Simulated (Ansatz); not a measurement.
## Electronic structure of C35N (cell charge +1, with a compensating background) (cell with a defect) in real space

```cif
data_structure
_symmetry_space_group_name_H-M 'P 1'
_symmetry_Int_Tables_number 1
_cell_length_a 7.4100
_cell_length_b 7.4100
_cell_length_c 6.7900
_cell_angle_alpha 90.000
_cell_angle_beta 90.000
_cell_angle_gamma 120.000
_cell_volume 322.88
loop_
_atom_site_label
_atom_site_type_symbol
_atom_site_fract_x
_atom_site_fract_y
_atom_site_fract_z
_atom_site_occupancy
N1 N 0.00000 0.00000 0.00245 1
C1 C 0.99937 0.33204 0.00245 1
C2 C 0.99937 0.66733 0.00245 1
C3 C 0.33267 0.00063 0.00245 1
C4 C 0.33267 0.33204 0.00245 1
C5 C 0.33333 0.66667 0.00247 1
C6 C 0.66796 0.00063 0.00245 1
C7 C 0.66667 0.33333 0.00239 1
C8 C 0.66796 0.66733 0.00245 1
C9 C 0.00000 0.00000 0.50255 1
C10 C 0.00003 0.33340 0.50256 1
C11 C 0.00003 0.66664 0.50256 1
C12 C 0.33336 0.99997 0.50256 1
C13 C 0.33336 0.33340 0.50256 1
C14 C 0.33333 0.66667 0.50257 1
C15 C 0.66660 0.99997 0.50256 1
C16 C 0.66667 0.33333 0.50254 1
C17 C 0.66660 0.66664 0.50256 1
C18 C 0.11013 0.22026 0.00245 1
C19 C 0.11150 0.55575 0.00246 1
C20 C 0.11013 0.88987 0.00245 1
C21 C 0.44460 0.22230 0.00242 1
C22 C 0.44425 0.55575 0.00246 1
C23 C 0.44425 0.88850 0.00246 1
C24 C 0.77770 0.22230 0.00242 1
C25 C 0.77770 0.55540 0.00242 1
C26 C 0.77974 0.88987 0.00245 1
C27 C 0.22230 0.11115 0.50255 1
C28 C 0.22223 0.44445 0.50256 1
C29 C 0.22223 0.77777 0.50256 1
C30 C 0.55554 0.11108 0.50254 1
C31 C 0.55554 0.44446 0.50254 1
C32 C 0.55555 0.77777 0.50256 1
C33 C 0.88885 0.11115 0.50255 1
C34 C 0.88892 0.44446 0.50254 1
C35 C 0.88885 0.77770 0.50255 1
```

Method: Ansatz 0.2.0, DFT, PBE, plane-wave PAW, default files, scalar-relativistic.

In a PAW calculation such maps are meaningful between the atoms, not at the nuclei.

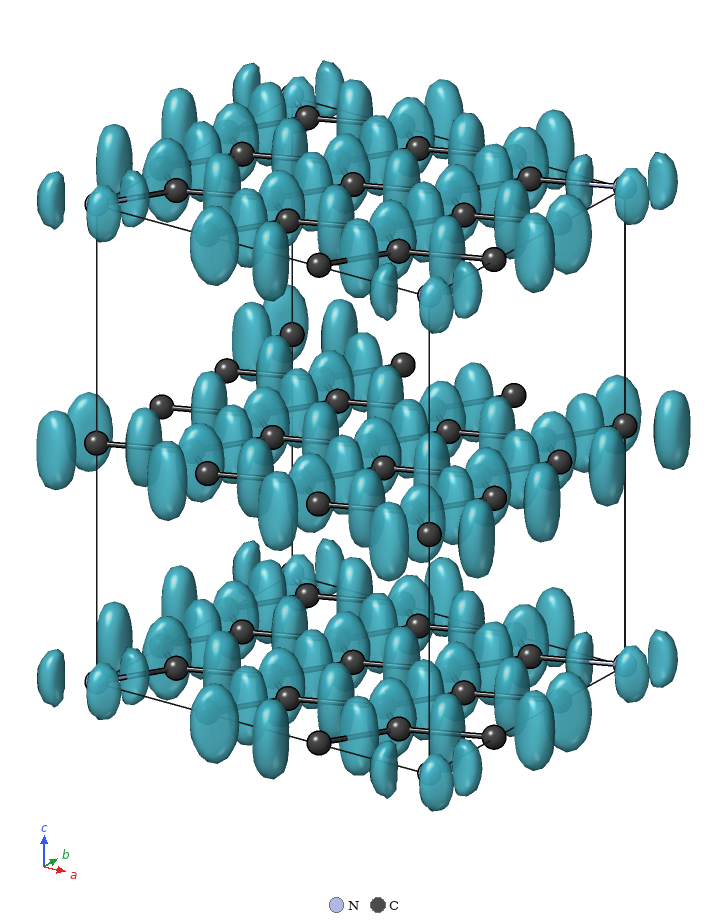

Figure 1. Isosurface of the ELF at 0.85 (cyan), seen slightly off an axis. Core shells and regions of very low density are left out. Sticks mark near contacts.

**What do the ELF domains correspond to?**

At this value the surface marks out 51 regions between bonded C–C atoms (shared pairs) and three regions between bonded C–N atoms (shared pairs), counted in one cell of 36 atoms. Regions shared between cells count once. Profiles from the grid: C–N (1.41 Å): the ELF peaks at about 0.90 between the atoms: localised, covalent bonding. C–C (1.42 Å): the ELF peaks at about 0.95 between the atoms: a covalent bond.

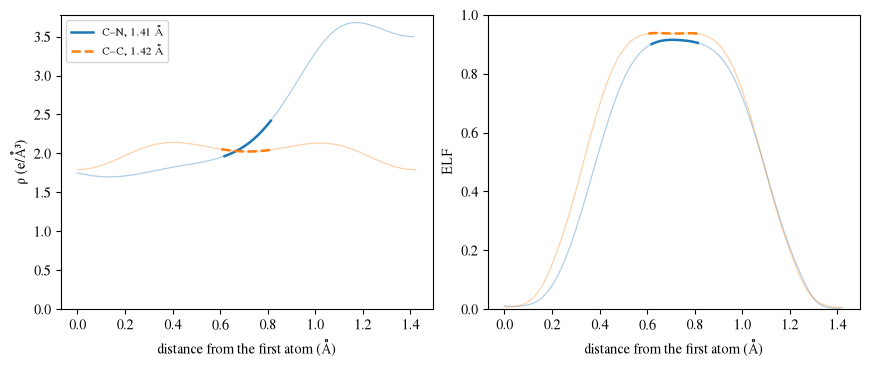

Figure 2. Valence pseudo-density and ELF along straight lines between neighbouring atoms. Thin, pale parts lie inside the atomic spheres.

**What kind of bonding do the profiles show?**

C–N (1.41 Å): ρ is about 2.1 e/Å³ halfway; the ELF peaks at about 0.90 between the atoms, as expected for localised, covalent bonding.
C–C (1.42 Å): the density is about 2 e/Å³ at the midpoint; the ELF peaks at about 0.95 between the atoms, as expected for localised, covalent bonding.

**Does the calculation give a band gap?**

It is gapped, with a Kohn–Sham gap of 0.38 eV on the k-point mesh (the band edges may lie off the mesh, which would make the gap smaller).
